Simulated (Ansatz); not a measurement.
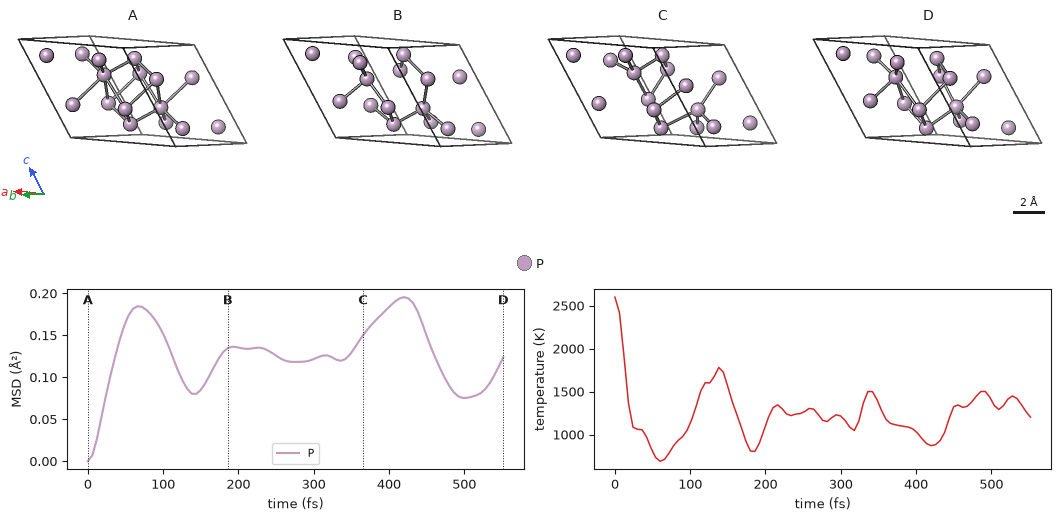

Molecular dynamics of a 16-atom cell of P (set up in R-3m), 552 fs long. Frames (A at 0 fs, B at 186 fs, C at 366 fs, D at 552 fs) and the history of the run. Style: ball-and-stick. Shown: the reduced simulation cell, from a free direction. Bonds to atoms that aren't drawn are left out. Lengths and directions refer to the drawn axes.

Method: DFT PBE+D3(BJ), scalar-relativistic, plane waves, PAW in Ansatz. Run with plane-wave cutoff 420 eV; k-point mesh 2 × 2 × 2; Fermi-Dirac smearing 0.224 eV; volume 1.1 times that of the relaxed crystal; constant energy (NVE); velocities drawn for 2600 K; time step 6 fs.

**Describe the run.**

The mean temperature in the second half is 1228 K (standard deviation 176 K). The potential energy in the second half lies on average 169 meV per atom above the first frame. The mean pressure there is −3.4 GPa. In the second half of the run the atoms are, in the root-mean-square, this far from where they began (common drift taken out): P 0.36 Å. That is small against the typical shortest distance between atoms in the first frame, about 2.4 Å: the atoms vibrate about their sites and the arrangement holds. Bond changes: 2 P–P contacts open and close in turn; 16 P–P bonds break between 90 fs and 540 fs; 16 P–P bonds form between 150 fs and 546 fs. The total energy moves between 0 and 5.2 meV per atom from its start, in jumps that begin near 6 fs. That is too much for reliable dynamics. The time step of 6 fs is long for the fastest vibrations here (lightest element phosphorus).
